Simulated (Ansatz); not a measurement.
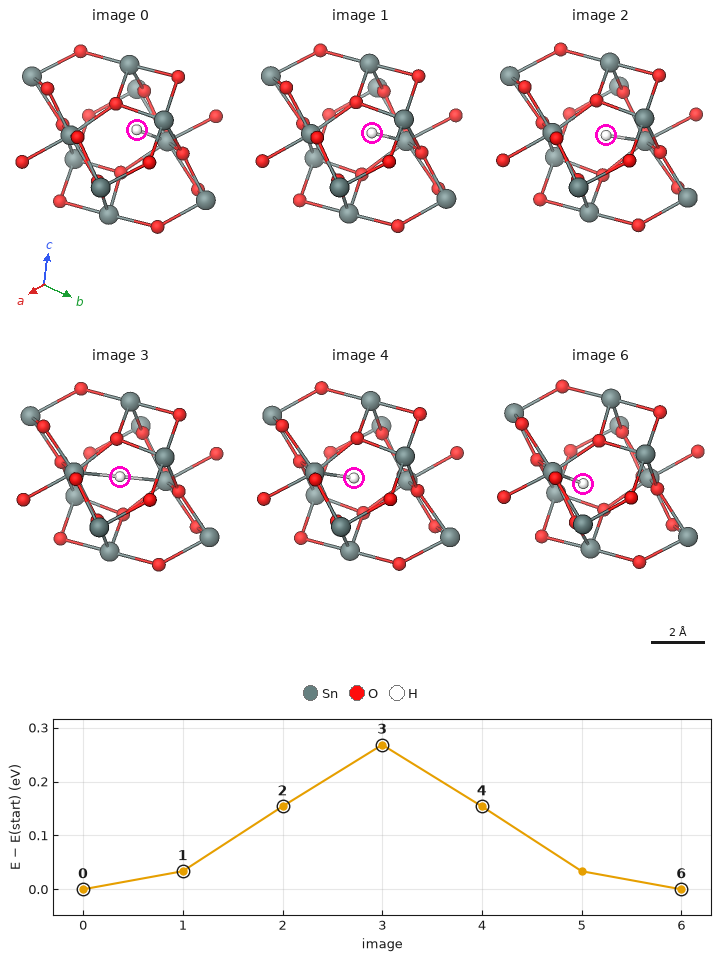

A nudged-elastic-band calculation for a defect cell of composition Sn$_{4}$HO$_{8}$ (cell charge −1) (13 atoms in the cell). Images are numbered from 0 (start) to 6 (end). Style: ball-and-stick. Shown: the atoms within 4.3 Å of the middle of the path, slightly off an axis. The moving atom is ringed, with any periodic copies. Bonds to atoms that aren't drawn are left out.

Method: DFT PBE, scalar-relativistic, plane waves, PAW in Ansatz 0.2.0.

The input:
```yaml
crystal:
  lattice:
    - [0.0, 4.8271903452, -3.2381522545]
    - [0.0, -4.8271903452, -3.2381522545]
    - [-4.8271903452, 0.0, 3.2381522545]
  atoms:
    - { symbol: Sn, position: [0.2500423272, 0.7473174218, 0.4781677768] }
    - { symbol: Sn, position: [0.7499576728, 0.2470078409, 0.4780306559] }
    - { symbol: Sn, position: [0.0334350149, -0.0077298718, 0.0066366536] }
    - { symbol: Sn, position: [0.491275716, 0.5059252363, -0.0218874022] }
    - { symbol: O, position: [0.5681103978, 0.7719430334, 0.809207797] }
    - { symbol: O, position: [0.0563429859, 0.2600513222, 0.8091185634] }
    - { symbol: O, position: [0.9170911813, 0.7355976486, 0.1956917636] }
    - { symbol: O, position: [0.4792340784, 0.2971627786, 0.1951931127] }
    - { symbol: O, position: [0.4887079692, 0.1961060548, 0.6655860686] }
    - { symbol: O, position: [-0.0121875147, 0.6807941201, 0.6496757006] }
    - { symbol: O, position: [0.5433972127, 0.8129593527, 0.3374814869] }
    - { symbol: O, position: [0.0230999808, 0.3009460801, 0.3048068873] }
    - { symbol: H, position: [0.2531807582, 0.8606082137, 0.0950439538] }
total_charge: -1
basis:
  ecutwfc: 420
  xc_grid: 2
kpoints:
  mp_grid: { grid: [3, 3, 3], shift: [0.0, 0.0, 0.0] }
hamiltonian:
  xc: pbe
scf:
  occupations: { method: gaussian, width: 0.02 }
output:
  forces: true
neb:
  images: 5
  f_tol: 0.05
  max_iterations: 70
  order_check: false
  final_atoms:
    - { symbol: Sn, position: [0.2499576728, 0.7526825782, 0.5218322232] }
    - { symbol: Sn, position: [0.7500423272, 0.2529921591, 0.5219693441] }
    - { symbol: Sn, position: [0.008724284, -0.0059252363, 0.0218874022] }
    - { symbol: Sn, position: [0.4665649851, 0.5077298718, -0.0066366536] }
    - { symbol: O, position: [0.5829088187, 0.7644023514, 0.8043082364] }
    - { symbol: O, position: [0.0207659216, 0.2028372214, 0.8048068873] }
    - { symbol: O, position: [0.9318896022, 0.7280569666, 0.190792203] }
    - { symbol: O, position: [0.4436570141, 0.2399486778, 0.1908814366] }
    - { symbol: O, position: [0.4769000192, 0.1990539199, 0.6951931127] }
    - { symbol: O, position: [-0.0433972127, 0.6870406473, 0.6625185131] }
    - { symbol: O, position: [0.5121875147, 0.8192058799, 0.3503242994] }
    - { symbol: O, position: [0.0112920308, 0.3038939452, 0.3344139314] }
    - { symbol: H, position: [0.2468192418, 0.6393917863, -0.0950439538] }
```

Launched with:
```bash
ansatz run input.yaml --threads 4 --pin off --max-ram 10240MiB --backend cpu --events-out ev --progress --plain --runs-dir out
```

> Read off the barrier and say what moves.

The H atom travels furthest, 1.39 Å from end to end, roughly along [0 −1 −1], on a straight line. At the highest image its nearest neighbour (O) is 2.15 Å away, against 1.75 Å at the start, and the surrounding atoms stand up to 0.20 Å off the mean of their end positions. The barrier is about 0.268 eV in both directions, with image 3 at the top; the ends have the same energy. The band converged in 6 iterations, with a climbing image at the top.

Limits of the set-up: the periodic images lie only 5.8 Å apart, so the values are limited by the cell's size; the cell is charged, on a uniform background, and energies carry no finite-size correction.
